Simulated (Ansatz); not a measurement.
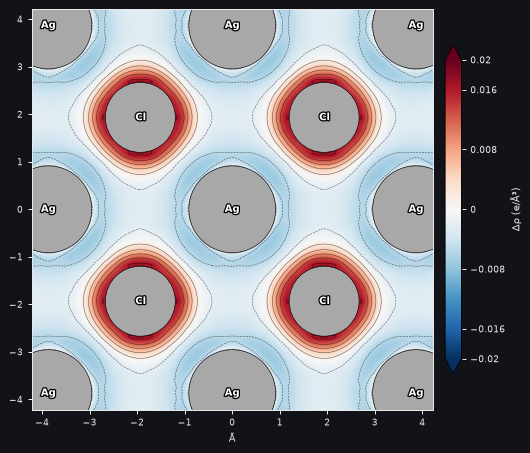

AgCl. Difference of the valence pseudo-densities of two functionals at the same geometry, on the (011) plane of the calculation cell: PBE less LDA.

Both computed with Ansatz (plane waves, PAW), on the same k-point mesh. Grey discs cover the atomic cores.

```
CELL_PARAMETERS angstrom
0.00000 2.73500 2.73500
2.73500 0.00000 2.73500
2.73500 2.73500 0.00000
ATOMIC_POSITIONS crystal
Ag 0.00000 0.00000 0.00000
Cl 0.50000 0.50000 0.50000
```

> Where does the change of functional move the electrons?

Against LDA, PBE gives less density around Ag (−0.006 e/Å³ on average at 1.1 Å from the nucleus), more density around Cl (+0.014 e/Å³ on average at 0.9 Å from the nucleus), less density in the space between the atoms (−0.002 e/Å³ on average) and a change of −0.004 e/Å³ at the midpoint of Ag–Cl.
